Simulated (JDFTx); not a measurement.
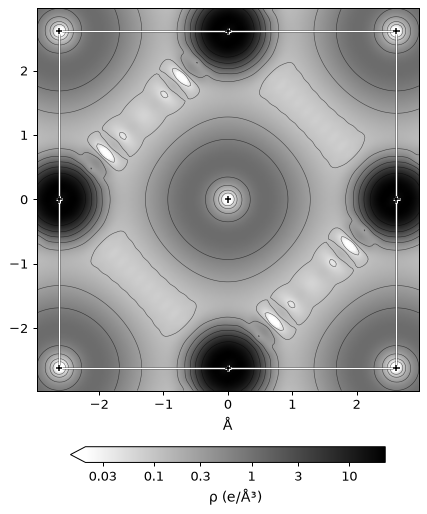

The valence electron density on a plane through atoms (crosses mark nuclei in the plane).

All numbers below come from Kohn-Sham DFT of a periodic cell, PBE, PseudoDojo-SR-PBE-0.5-standard in JDFTx.

Candidates:
A. MgS, a = 5.24 Å, b = 5.24 Å, c = 5.24 Å, α = 90.00°, β = 90.00°, γ = 90.00°. Space group Fm-3m.
B. Hg, a = 3.73 Å, b = 3.73 Å, c = 3.81 Å, α = 90.00°, β = 90.00°, γ = 90.00°. Space group I4/mmm; a structure from a database of computed crystals, not necessarily the ambient phase.
C. ZrN, a = 4.60 Å, b = 4.60 Å, c = 4.60 Å, α = 90.00°, β = 90.00°, γ = 90.00°. Space group Fm-3m.

Which system is this?

Candidate A: MgS on the (001) plane of the conventional cell, which holds S and Mg. Mg–S (2.62 Å): ρ at the midpoint is about 0.26 e/Å³.
